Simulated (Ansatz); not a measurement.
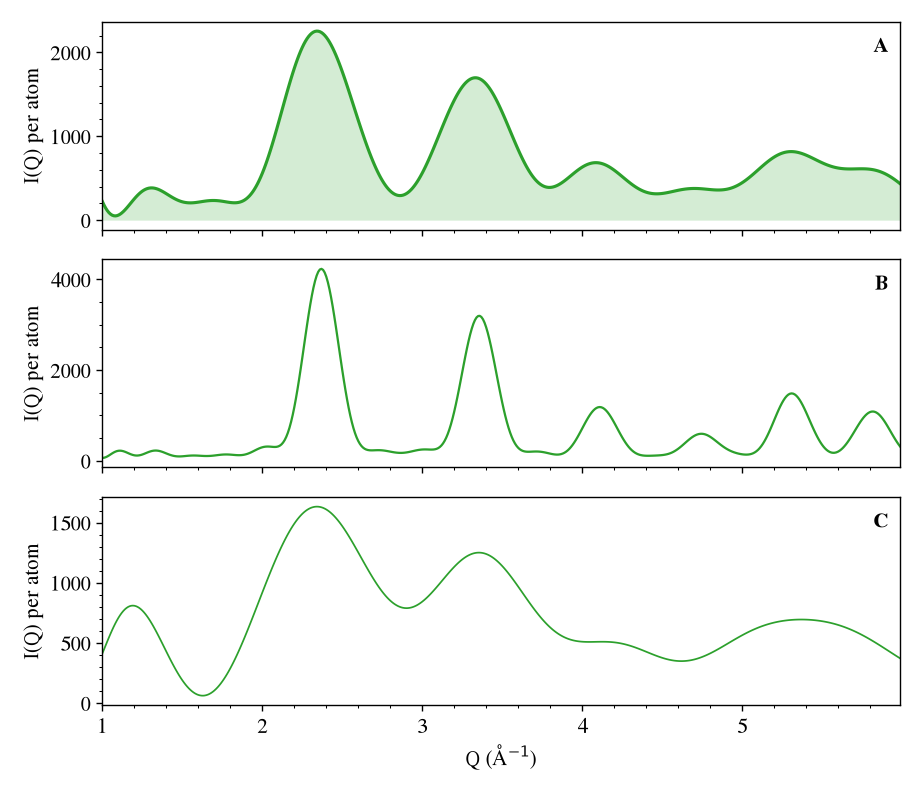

X-ray scattering of spheres cut from the crystal structure of Mo (Pm-3m, a = 2.643 Å, b = 2.643 Å, c = 2.643 Å, α = 90.00°, β = 90.00°, γ = 90.00°), calculated atom by atom with the Debye equation (B = 0.5 Å², no relaxation of the surface). Structure used: coordinates from a relaxation with DFT, BLYP, plane waves (420 eV) with PAW, scalar-relativistic in Ansatz; the starting structure was generated, so it need not be a known form of this composition.

The spheres are 10, 14 and 28 Å across. Which curve is which?

Answer. curve A: 14 Å (81 atoms); curve B: 28 Å (619 atoms); curve C: 10 Å (27 atoms). Peak widths go roughly as 2π/D, so the largest sphere has the sharpest peaks.

Index the main peaks of the largest sphere.

Answer. Q ≈ 2.37 Å⁻¹: 100; Q ≈ 3.36 Å⁻¹: 110; Q ≈ 4.11 Å⁻¹: 111; Q ≈ 4.75 Å⁻¹: 200; Q ≈ 5.31 Å⁻¹: 210.
